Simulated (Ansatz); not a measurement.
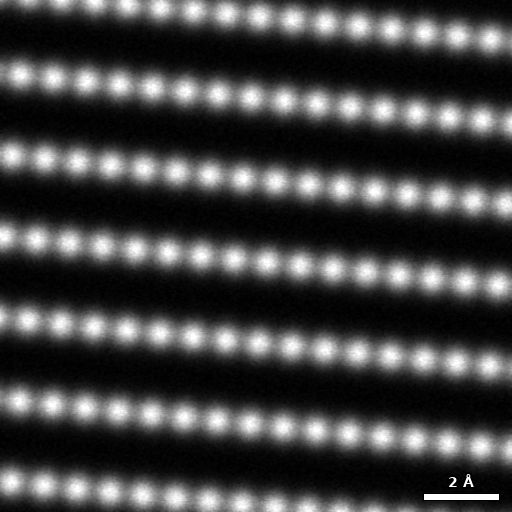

Z-contrast image of Os (Im-3m, No. 229). Simulation: incoherent imaging, intensity Z^1.6 per atom, probe width 0.64 Å, thin sample. The probe carries 25 % of its weight in a tail 2.5 times as wide. Shot noise and a slight drift were added. Atomic positions: coordinates from a relaxation with Ansatz, DFT, BLYP, plane waves (420 eV) with PAW, scalar-relativistic; the starting structure was generated, so it need not be a known form of this composition.

```cif
data_structure
_symmetry_space_group_name_H-M 'Im-3m'
_symmetry_Int_Tables_number 229
_cell_length_a 3.1401
_cell_length_b 3.1401
_cell_length_c 3.1401
_cell_angle_alpha 90.000
_cell_angle_beta 90.000
_cell_angle_gamma 90.000
_cell_volume 30.96
loop_
_atom_site_label
_atom_site_type_symbol
_atom_site_symmetry_multiplicity
_atom_site_Wyckoff_symbol
_atom_site_fract_x
_atom_site_fract_y
_atom_site_fract_z
_atom_site_occupancy
Os1 Os 2 a 0.00000 0.00000 0.00000 1
```

Q: Which beam direction gives this image, [111], [221], [110] or [211]? (Directions equivalent by symmetry count as one.)

A: [211]. The projected cells are 2.56 × 2.56 Å, 120° for [111]; 0.74 × 2.22 Å, 90° for [221]; 1.57 × 2.22 Å, 90° for [110]; 0.91 × 2.22 Å, 90° for [211], and the image repeats as the [211] one does.
